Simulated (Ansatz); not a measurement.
```
CELL_PARAMETERS angstrom
2.72517 0.00000 0.00000
-1.36258 2.36007 0.00000
0.00000 0.00000 4.58914
ATOMIC_POSITIONS crystal
Pt 0.66667 0.33333 0.75000
Pt 0.33333 0.66667 0.25000
```

Space group P6₃/mmc; a structure from a database of computed crystals, not necessarily the ambient phase; changed on purpose from its base cell (strain +0.000 along x and y, -0.025 along z, atoms carried along); computed pressure about 7 GPa in this cell.

Level of theory: DFT PBEsol, scalar-relativistic, plane waves, PAW (Ansatz 0.2.0).

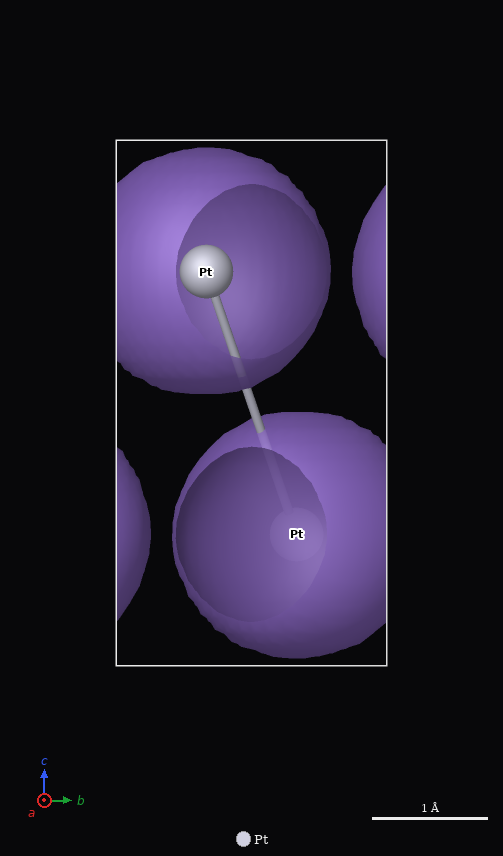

Pt. Isosurface of the valence charge density (pseudo) at 0.6 e/Å³ (purple), seen along the a axis. Sticks mark near contacts.

In a PAW calculation such maps are meaningful between the atoms, not at the nuclei.

How is the density connected at this value?

Answer. At this value the density breaks into separate islands; it holds about 80 % of the electrons treated as valence (semicore included). It bridges none of the near contacts. It is pinched off along the sampled Pt–Pt (2.73 Å) and Pt–Pt (2.78 Å) contacts. On the grid the lowest density along these lines, outside the cores, is 0.42 e/Å³ (Pt–Pt, 2.73 Å) and 0.38 e/Å³ (Pt–Pt, 2.78 Å).
